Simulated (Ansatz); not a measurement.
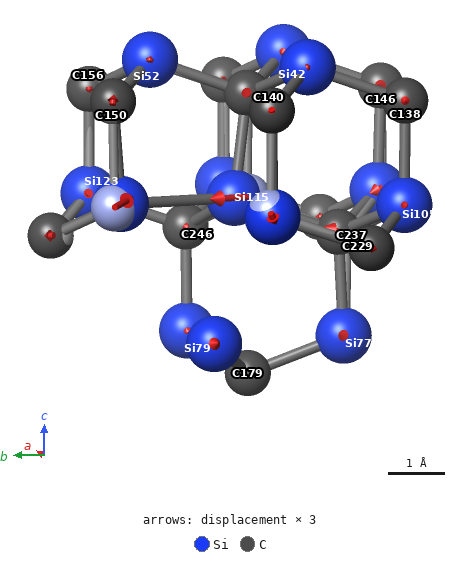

This is a relaxation of a defect cell of composition Si₁₂₈C₁₂₇ (cell charge −1). The starting structure is drawn faded, the final one solid; red arrows show the displacements, magnified 3 times.

The picture is a ball-and-stick view of the atoms within 4.2 Å of the atom that moves most (axes of the cell of the calculation (origin shifted)), seen from a free direction.

Level of theory: DFT, PBEsol, PAW, plane waves in Ansatz 0.2.0. Settings: plane-wave cutoff 420 eV; k-point mesh 1 × 1 × 1; mesh shifted by (0.25, 0.25, 0.25); collinear spin; atoms relaxed in a fixed cell; force threshold 0.03 eV/Å; at most 80 steps.

**Atoms of which element are displaced furthest, and by how much?**

Silicon: up to 0.28 Å, against 0.18 Å for carbon.

**What happened in the run?**

A Si atom moves most: 0.28 Å along [−1 2 0]. Largest moves by element: Si 0.28 Å, C 0.18 Å. The lattice vectors keep their values. Some distances before and after: Si–Si 3.044 → 2.551 Å, C–Si 1.952 → 2.016 Å, C–Si 1.886 → 1.939 Å, C–Si 1.839 → 1.891 Å. Bond angles that change, for instance: C–Si–C 109.9° → 101.2°, C–Si–C 108.4° → 100.5°, Si–C–Si 107.9° → 115.5°. Over 9 geometry steps the energy falls by 4.746 eV per cell of the calculation. Largest force component: 2.1 eV/Å at the start, 0.013 eV/Å at the end. The program noted that the starting moments weren't kept. The run took 84 s on 1 × NVIDIA GB300 Max-Q with 32 threads of Arm Neoverse-V2, peak memory 3.1 GiB.

Limits of the set-up: the cell is charged, on a uniform background, and energies carry no finite-size correction.
